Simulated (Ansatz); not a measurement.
## What a change does: single-point calculation on ZrO2

System: ZrO2 (6 atoms in the cell).
Method of the first run: Kohn-Sham DFT of a periodic cell, PBE, Ansatz PAW, no spin polarisation (Ansatz 0.2.0).

The structure derives from an entry of the Crystallography Open Database. Text and figures count atoms from 1; the logs count them from 0 in places.

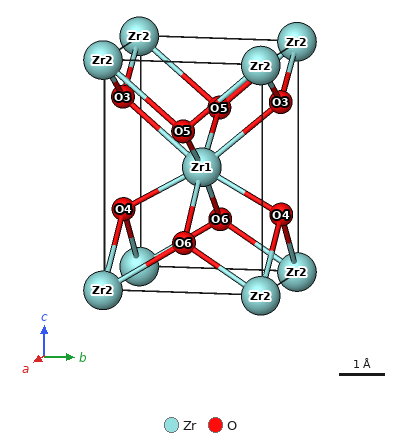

**Figure 1.** The structure (ball-and-stick view of the cell of the calculation, seen slightly off an axis; atoms are numbered from 1 in the order of the input).

## The input, the first run
```yaml
crystal:
  lattice:
    - [3.5961, 0.0, 0.0]
    - [0.0, 3.5961, 0.0]
    - [0.0, 0.0, 5.177]
  atoms:
    - { symbol: Zr, position: [0.500196, 0.502295, 0.491486] }
    - { symbol: Zr, position: [-0.001972, -0.009643, -0.003568] }
    - { symbol: O, position: [0.495197, 0.001476, 0.785973] }
    - { symbol: O, position: [0.493453, 0.004605, 0.297679] }
    - { symbol: O, position: [-0.007349, 0.497117, 0.698285] }
    - { symbol: O, position: [-0.013949, 0.501417, 0.212755] }
hamiltonian:
  xc: pbe
  pseudopotentials: { kind: paw }
kpoints:
  mp_grid: { grid: [7, 7, 5] }
scf:
  occupations: { method: fermi_dirac, width: 0.05 }
output:
  forces: true
  stress: true
  eigenvalues: true
```

Command:
```bash
ansatz run input.yaml --threads 2 --pin off --max-ram 5120MiB --backend cpu --events-out ev --progress --plain --runs-dir out
```

Hardware: 2 threads of Arm Neoverse V1, 24 GiB of memory available, shared host.

## Output, shortened to warnings, some set-up lines, iterations and results (the first run)
```
Basis set: ecut = 420 eV, 1297 PW (Γ), exchange–correlation on 50×50×72 points (8 copies of the dense FFT grid, shifted against one another)
Symmetry: 1 space group operations
k-points: 123 of 245 (time reversal used)
Initial density: superposition of atomic densities (neutral atoms: chi_scale 0, normalization atom), corrected by the library's trained network
[...]
SCF iter   1: F=—  HF=-10647.714561 eV  |F-HF|=—  |Δ(HF+E_count)|=         —  Δρ=3.26e-3  dr2=1.83e-3  ethr=1.77e-3  ⟨swp⟩=4.9  Hψ=15223  notcnv=0
SCF iter   2: F=—  HF=-10647.714270 eV  |F-HF|=—  |Δ(HF+E_count)|=   2.91e-4  Δρ=1.66e-3  dr2=4.42e-4  ethr=3.82e-6  ⟨swp⟩=2.3  Hψ=7217  notcnv=0
SCF iter   3: F=—  HF=-10647.714499 eV  |F-HF|=—  |Δ(HF+E_count)|=   2.29e-4  Δρ=5.83e-4  dr2=1.58e-4  ethr=9.21e-7  ⟨swp⟩=2.0  Hψ=5412  notcnv=0
SCF iter   4: F=—  HF=-10647.714486 eV  |F-HF|=—  |Δ(HF+E_count)|=   1.25e-5  Δρ=9.63e-5  dr2=3.02e-6  ethr=3.29e-7  ⟨swp⟩=2.0  Hψ=5258  notcnv=0
SCF iter   5: F=—  HF=-10647.714583 eV  |F-HF|=—  |Δ(HF+E_count)|=   9.66e-5  Δρ=4.20e-5  dr2=9.24e-7  ethr=6.28e-9  ⟨swp⟩=2.0  Hψ=5512  notcnv=0
SCF iter   6: F=-10647.714583 eV  HF=-10647.714583 eV  |F-HF|=8.62e-9  |Δ(HF+E_count)|=   4.60e-8  Δρ=1.41e-5  dr2=9.29e-8  ethr=2.08e-10  ⟨swp⟩=6.0  Hψ=16554  notcnv=0
SCF 1 converged in 6 iterations: F = -10647.714583 eV  dr2 = 9.29e-8
SCF converged after 6 iterations
Free energy (F): -10647.714583 eV
Harris-Foulkes:  -10647.714583 eV  (|F-HF|=8.62e-9)
Internal energy: -10647.714583 eV  (E = F + TS)
E sigma→0 (E₀):  -10647.714583 eV
Fermi energy:    13.420996 eV
--- Per-component energies (eV) ---
  E_band       = -135.690928
  E_kinetic    = 1376.340422
  E_local      = -2327.370236  (includes V_loc(G=0)·N_el)
  E_nonlocal   = 342.901000
  E_hartree    = 769.270224
  E_xc         = -624.110177
  E_vxc        = -765.912585  (∫ρ·V_xc dr)
  E_paw        = -6537.937918  (= ΣΔE_a)
  E_vpaw       = -300.200653  (= ΣTr[D̂ρ^β])
  E_aug_tail   = 0.010018  (compensation charges beyond the density's cutoff)
  E_ewald      = -3646.817917
  E_smearing   = -0.000000  (= −TS)
  E_closure    = -0.000000  (closes the sum)
  Σ components = -10647.714583   (vs F -10647.714583, Δ=0.00e0)
--- Forces (eV/Å), atoms counted from 1 ---
  atom   1  Zr    -0.19486923     0.04384147     0.72926569
  atom   2  Zr    -0.10824940     0.28633761    -0.28194319
  atom   3  O     -0.01210859    -0.13762863     0.85606221
  atom   4  O     -0.15378807    -0.22723960    -0.85229472
  atom   5  O      0.24685203     0.16808921     0.61375998
  atom   6  O      0.22215217    -0.13338408    -1.06483866
  max |Σ_I F_I| component: 1.60e-5 eV/Å
--- Stress (GPa, compression-positive) ---
        4.187566       0.022396       0.021707
        0.022396       5.625144      -0.752169
        0.021707      -0.752169       4.885657
  P = ⅓ Tr σ = 4.8995 GPa (48.995 kbar)
```

The input of the second run differs as follows (lines with − go, lines with + come):
```diff
-    - { symbol: Zr, position: [0.500196, 0.502295, 0.491486] }
-    - { symbol: Zr, position: [-0.001972, -0.009643, -0.003568] }
-    - { symbol: O, position: [0.495197, 0.001476, 0.785973] }
-    - { symbol: O, position: [0.493453, 0.004605, 0.297679] }
-    - { symbol: O, position: [-0.007349, 0.497117, 0.698285] }
-    - { symbol: O, position: [-0.013949, 0.501417, 0.212755] }
+    - { symbol: Zr, position: [0.5, 0.5, 0.5] }
+    - { symbol: Zr, position: [0.0, 0.0, 0.0] }
+    - { symbol: O, position: [0.5, 0.0, 0.797] }
+    - { symbol: O, position: [0.5, 0.0, 0.297] }
+    - { symbol: O, position: [0.0, 0.5, 0.703] }
+    - { symbol: O, position: [0.0, 0.5, 0.203] }
+  write_density: true
+  write_potential: true
+  elf: true
+  volumetric_format: npy
```

How does the second run compare with the first run?

With the same functional and potentials, the second run lies 14.9 meV per atom lower. The gap on the mesh goes from 3.93 to 4.02 eV. The pressure goes from 4.90 to 5.28 GPa. The largest force goes from 1.096 to 0.041 eV/Å. The number of SCF iterations is the same. The irreducible k-points go from 123 to 30. On the same kind of shared host the second run took about 0.22 times as long.

## Output, shortened to warnings, some set-up lines, iterations and results (the second run)
```
Basis set: ecut = 420 eV, 1297 PW (Γ), exchange–correlation on 50×50×72 points (8 copies of the dense FFT grid, shifted against one another)
Symmetry: 16 space group operations
k-points: 30 of 245
Initial density: superposition of atomic densities (neutral atoms: chi_scale 0, normalization atom), corrected by the library's trained network
[...]
SCF iter   1: F=—  HF=-10647.804210 eV  |F-HF|=—  |Δ(HF+E_count)|=         —  Δρ=3.24e-3  dr2=1.54e-3  ethr=1.77e-3  ⟨swp⟩=5.1  Hψ=3719  notcnv=0
SCF iter   2: F=—  HF=-10647.804002 eV  |F-HF|=—  |Δ(HF+E_count)|=   2.08e-4  Δρ=1.65e-3  dr2=4.17e-4  ethr=3.22e-6  ⟨swp⟩=2.4  Hψ=1713  notcnv=0
SCF iter   3: F=—  HF=-10647.804238 eV  |F-HF|=—  |Δ(HF+E_count)|=   2.36e-4  Δρ=3.14e-4  dr2=4.09e-5  ethr=8.69e-7  ⟨swp⟩=2.0  Hψ=1320  notcnv=0
SCF iter   4: F=—  HF=-10647.804266 eV  |F-HF|=—  |Δ(HF+E_count)|=   2.75e-5  Δρ=8.07e-5  dr2=2.21e-6  ethr=8.52e-8  ⟨swp⟩=2.0  Hψ=1320  notcnv=0
SCF iter   5: F=-10647.804268 eV  HF=-10647.804268 eV  |F-HF|=7.04e-8  |Δ(HF+E_count)|=   1.93e-6  Δρ=1.68e-5  dr2=8.25e-8  ethr=4.61e-9  ⟨swp⟩=2.6  Hψ=1521  notcnv=0
SCF iter   6: F=-10647.804268 eV  HF=-10647.804268 eV  |F-HF|=1.06e-8  |Δ(HF+E_count)|=   7.45e-8  Δρ=5.73e-6  dr2=1.09e-8  ethr=1.72e-10  ⟨swp⟩=8.6  Hψ=5946  notcnv=0
SCF 1 converged in 6 iterations: F = -10647.804268 eV  dr2 = 1.09e-8
SCF converged after 6 iterations
Free energy (F): -10647.804268 eV
Harris-Foulkes:  -10647.804268 eV  (|F-HF|=1.06e-8)
Internal energy: -10647.804268 eV  (E = F + TS)
E sigma→0 (E₀):  -10647.804268 eV
Fermi energy:    13.399272 eV
--- Per-component energies (eV) ---
  E_band       = -136.133550
  E_kinetic    = 1376.648537
  E_local      = -2327.262335  (includes V_loc(G=0)·N_el)
  E_nonlocal   = 342.948482
  E_hartree    = 768.889826
  E_xc         = -624.170085
  E_vxc        = -765.989190  (∫ρ·V_xc dr)
  E_paw        = -6537.998346  (= ΣΔE_a)
  E_vpaw       = -300.270166  (= ΣTr[D̂ρ^β])
  E_aug_tail   = 0.010059  (compensation charges beyond the density's cutoff)
  E_ewald      = -3646.870405
  E_smearing   = -0.000000  (= −TS)
  E_closure    = 0.000000  (closes the sum)
  Σ components = -10647.804268   (vs F -10647.804268, Δ=0.00e0)
--- Forces (eV/Å), atoms counted from 1 ---
  atom   1  Zr     0.00000000     0.00000000     0.00000000
  atom   2  Zr     0.00000000     0.00000000     0.00000000
  atom   3  O      0.00000000     0.00000000     0.04082226
  atom   4  O      0.00000000     0.00000000     0.04082226
  atom   5  O      0.00000000     0.00000000    -0.04082226
  atom   6  O      0.00000000     0.00000000    -0.04082226
  max |Σ_I F_I| component: 6.94e-18 eV/Å
--- Stress (GPa, compression-positive) ---
        4.961967       0.000000       0.000000
        0.000000       4.961967       0.000000
        0.000000       0.000000       5.904183
  P = ⅓ Tr σ = 5.2760 GPa (52.760 kbar)
```

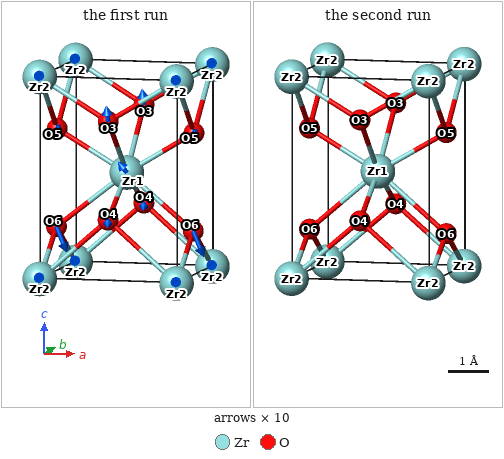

**Figure 2.** The two input geometries at one scale (ball-and-stick view of the cell of the calculation, seen slightly off an axis). The blue arrows on the first give the shifts of the atoms relative to the cell, with their mean removed, magnified 10 times. The largest move is that of O6, 0.072 Å. By element the largest moves are O 0.072 Å, Zr 0.037 Å. (The mean shift of all atoms is removed.) The cell stays as it was. Among the contacts that change: Zr1–O6 2.266 → 2.366 Å, Zr2–O6 2.153 → 2.083 Å, Zr1–O5 2.116 → 2.083 Å, Zr1–O4 2.052 → 2.083 Å.

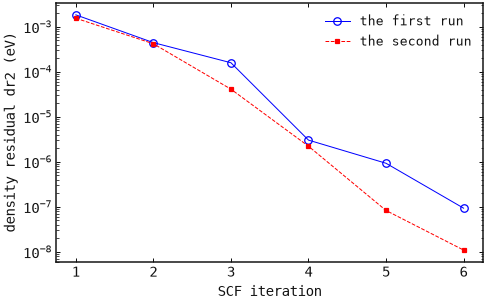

**Figure 3.** Convergence of the two runs: density residual dr2 against the SCF iteration. The first run takes 6 iterations in all, and the second run takes 6.

## The two runs side by side

| quantity | the first run | the second run |
| --- | --- | --- |
| outcome | converged | converged |
| free energy per atom (eV) | −1774.6191 | −1774.6340 |
| gap on the mesh (eV) | 3.93 | 4.02 |
| pressure (GPa) | 4.90 | 5.28 |
| largest force (eV/Å) | 1.096 | 0.041 |
| SCF iterations | 6 | 6 |
| irreducible k-points | 123 | 30 |
| plane waves at Γ | 1297 | 1297 |
| wall time (shared host) | 11 s | 2.3 s |

For the second run: The cell is under a pressure of 5.3 GPa at this level, so it is not at its equilibrium volume.
